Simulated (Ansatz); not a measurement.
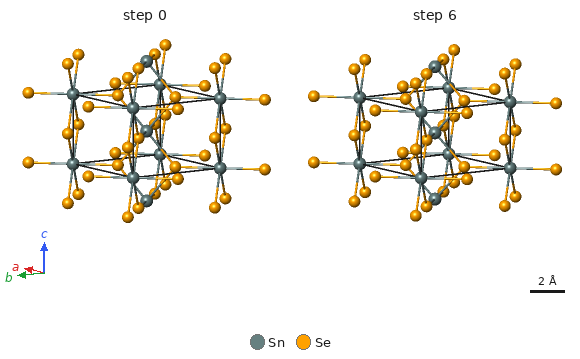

The structure of a crystal of SnSe₂ (built on the MgH2-136 type type) before (left) and after (right) a relaxation, at one scale.

Style: ball-and-stick. Shown: the cell of the calculation, from a free direction.

All numbers below come from DFT, PBEsol, plane waves, PAW (Ansatz 0.2.0). (plane-wave cutoff 420 eV; k-point mesh 4 × 4 × 6; occupations fermi dirac; smearing width 0.03 eV; no spin polarisation; cell and atoms relaxed; force threshold 0.01 eV/Å; at most 120 steps)

**Describe what moved and what it gained.**

The largest moves relative to the cell, 0.009 Å, are those of Se atoms. Sn stays in place. Cell: a = b 6.283 → 6.426 Å (+2.3 %), c 4.200 → 3.984 Å (−5.1 %). Volume −0.8 %. Near-neighbour distances that change, for instance: Se–Sn 2.705 → 2.775 Å, Se–Sn 2.726 → 2.664 Å. Bond angles that change, for instance: Se–Sn–Se 79.2° → 83.2°, Se–Sn–Se 100.8° → 96.8°, Sn–Se–Sn 100.8° → 96.8°. The space group stays P4_2/mnm (No. 136). The energy falls by 11.0 meV per atom in 5 accepted moves (6 points after the start). The largest force component goes from 0.085 to 0.00067 eV/Å. Pressure: −1.02 GPa at the start and 0.00 GPa at the end. The SCF was repeated once at an unchanged geometry on a basis and grid sized afresh for the cell, which shifted the energy by less than 0.05 meV per atom at most.
